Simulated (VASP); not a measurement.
## Two runs on GaN

System: GaN (4 atoms in the cell).
Method of run 1: Kohn-Sham DFT of a periodic cell, PBE, VASP PAW PBE potentials, recommended, no spin polarisation (VASP 6.6.1).

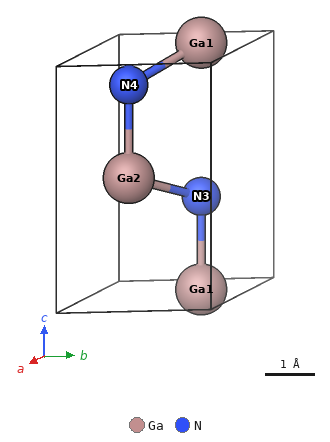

**Figure 1.** The input geometry (ball-and-stick view of the cell of the calculation, seen slightly off an axis; atoms are numbered from 1 in the order of the input).

### INCAR, run 1
```
SYSTEM = GaN
ALGO     = Normal         ! electronic algorithm
EDIFF    = 1E-7           ! SCF threshold, eV
EDIFFG   = -0.01          ! ionic threshold
ENCUT    = 520            ! plane-wave cutoff, eV
GGA      = PE             ! functional
IBRION   = 2              ! ionic algorithm
ISIF     = 3              ! what is computed and relaxed
ISMEAR   = 0              ! smearing method
LASPH    = .TRUE.         ! aspherical terms in the spheres
LCHARG   = .FALSE.        ! write CHGCAR
LREAL    = .FALSE.        ! projectors in reciprocal space
LWAVE    = .FALSE.        ! write WAVECAR
NELM     = 60             ! most SCF steps
NSW      = 60             ! ionic steps
PREC     = Accurate       ! precision mode
SIGMA    = 0.03           ! smearing width, eV
```

### KPOINTS, run 1
```
k-points
0
G
  8 8 5
  0 0 0
```

### POSCAR, run 1
```
GaN
1.0
    3.1900000000      0.0000000000      0.0000000000
   -1.5950000000      2.7626210381      0.0000000000
    0.0000000000      0.0000000000      5.1900000000
Ga N
2 2
Direct
    0.3333333333      0.6666666667      0.0000000000
    0.6666666667      0.3333333333      0.5000000000
    0.3333333333      0.6666666667      0.3770000000
    0.6666666667      0.3333333333      0.8770000000
```

Launched with:
```bash
cat potpaw_PBE.64/Ga_d/POTCAR potpaw_PBE.64/N/POTCAR > POTCAR
mpirun -np 1 vasp_std > vasp.out
```

Hardware: 1 thread of Intel Xeon (Granite Rapids), 64 GiB of memory available, shared host.

### OSZICAR and lines of OUTCAR (run 1)
```
N       E                     dE             d eps       ncg     rms          rms(c)
DAV:   1     0.278787267547E+03    0.27879E+03   -0.18410E+04  1388   0.307E+03
DAV:   2     0.755056953568E+01   -0.27124E+03   -0.26186E+03  1472   0.529E+02
DAV:   3    -0.270807067186E+02   -0.34631E+02   -0.34182E+02  1614   0.155E+02
DAV:   4    -0.282951354467E+02   -0.12144E+01   -0.12116E+01  1752   0.320E+01
DAV:   5    -0.283201910620E+02   -0.25056E-01   -0.25041E-01  1550   0.389E+00    0.109E+01
DAV:   6    -0.241990084410E+02    0.41212E+01   -0.15324E+01  2376   0.578E+01    0.310E+00
DAV:   7    -0.243255328588E+02   -0.12652E+00   -0.17766E+00  1422   0.112E+01    0.271E+00
[...]
DAV:   2    -0.243655835596E+02    0.12565E+00   -0.31622E-01  1872   0.143E+01    0.119E+00
DAV:   3    -0.243301128962E+02    0.35471E-01   -0.73395E-02  2068   0.608E+00    0.256E-01
DAV:   4    -0.243289058385E+02    0.12071E-02   -0.78291E-03  1326   0.846E-01    0.203E-01
DAV:   5    -0.243272341290E+02    0.16717E-02   -0.14704E-03  1800   0.330E-01    0.995E-02
DAV:   6    -0.243265519522E+02    0.68218E-03   -0.74971E-04  2034   0.310E-01    0.805E-03
DAV:   7    -0.243265523705E+02   -0.41826E-06   -0.18165E-05  1356   0.400E-02    0.692E-03
DAV:   8    -0.243265524933E+02   -0.12288E-06   -0.73391E-06  2158   0.220E-02    0.361E-03
DAV:   9    -0.243265521636E+02    0.32977E-06   -0.72882E-07  1672   0.103E-02    0.329E-03
DAV:  10    -0.243265521324E+02    0.31223E-07   -0.27779E-07  1250   0.377E-03
   3 F= -.24326552E+02 E0= -.24326552E+02  d E =-.206900E-01
[... from OUTCAR:]
  free energy    TOTEN  =       -24.32655213 eV
  energy without entropy =      -24.32655213  energy(sigma->0) =      -24.32655213
 E-fermi :   5.1821     XC(G=0): -11.5120     alpha+bet :-13.0141
  free  energy   TOTEN  =       -24.3265521324 eV
  energy  without entropy=      -24.3265521324  energy(sigma->0) =      -24.32655213
```

Run 2 used a changed input.

### The two runs side by side

| quantity | run 1 | run 2 |
| --- | --- | --- |
| outcome | converged | converged |
| free energy per atom (eV) | −6.0816 | −6.5671 |
| gap on the mesh (eV) | 1.71 | 1.90 |
| pressure (GPa) | −0.02 | −0.01 |
| volume per atom (Å³) | 11.76 | 11.36 |
| largest force (eV/Å) | 0.005 | 0.004 |
| SCF iterations | 37 | 41 |
| irreducible k-points | 30 | 30 |

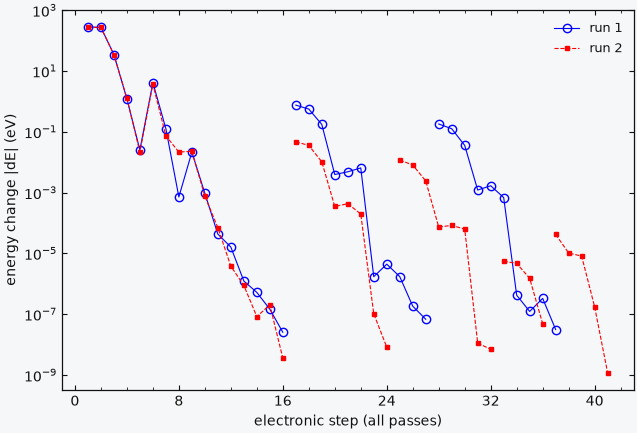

**Figure 2.** Convergence of the two runs: energy change |dE| against the electronic step. A break in a curve parts two SCF passes. Run 1 takes 37 steps in all, and run 2 takes 41.

What was changed in the input?

The change (lines with − go, lines with + come):
```diff
-GGA      = PE             ! functional
+GGA      = PS             ! functional
```

The total energies belong to different methods, so their difference says nothing on which is more stable or more accurate. The gap on the mesh goes from 1.71 to 1.90 eV. The volume per atom goes from 11.76 to 11.36 Å³. The functional changes from PBE to PBEsol. The SCF takes 41 iterations over all geometry steps against 37.

### OSZICAR and lines of OUTCAR (run 2)
```
N       E                     dE             d eps       ncg     rms          rms(c)
DAV:   1     0.274951913771E+03    0.27495E+03   -0.18374E+04  1388   0.307E+03
DAV:   2     0.594753274741E+01   -0.26900E+03   -0.25972E+03  1464   0.527E+02
DAV:   3    -0.286127558430E+02   -0.34560E+02   -0.34117E+02  1614   0.155E+02
DAV:   4    -0.298709168149E+02   -0.12582E+01   -0.12556E+01  1798   0.322E+01
DAV:   5    -0.298925488858E+02   -0.21632E-01   -0.21622E-01  1554   0.365E+00    0.102E+01
DAV:   6    -0.262370319182E+02    0.36555E+01   -0.13424E+01  2420   0.572E+01    0.310E+00
DAV:   7    -0.263106262953E+02   -0.73594E-01   -0.15172E+00  1428   0.100E+01    0.262E+00
[...]
DAV:   3    -0.262682695286E+02    0.15062E-05   -0.28946E-06  2092   0.394E-02    0.153E-03
DAV:   4    -0.262682694804E+02    0.48159E-07   -0.40535E-07  1306   0.591E-03
   4 F= -.26268269E+02 E0= -.26268269E+02  d E =-.122446E-02
       N       E                     dE             d eps       ncg     rms          rms(c)
DAV:   1    -0.262683113258E+02   -0.41797E-04   -0.34997E-03  1412   0.487E-01    0.324E-02
DAV:   2    -0.262683010581E+02    0.10268E-04   -0.11493E-04  1756   0.149E-01    0.184E-02
DAV:   3    -0.262682929661E+02    0.80920E-05   -0.14801E-05  1924   0.505E-02    0.302E-03
DAV:   4    -0.262682931391E+02   -0.17299E-06   -0.33234E-06  1428   0.175E-02    0.929E-04
DAV:   5    -0.262682931379E+02    0.11687E-08   -0.13661E-07  1000   0.468E-03
   5 F= -.26268293E+02 E0= -.26268293E+02  d E =-.236575E-04
[... from OUTCAR:]
  free energy    TOTEN  =       -26.26829314 eV
  energy without entropy =      -26.26829314  energy(sigma->0) =      -26.26829314
 E-fermi :   5.3807     XC(G=0): -11.9342     alpha+bet :-13.4792
  free  energy   TOTEN  =       -26.2682931379 eV
  energy  without entropy=      -26.2682931379  energy(sigma->0) =      -26.26829314
```
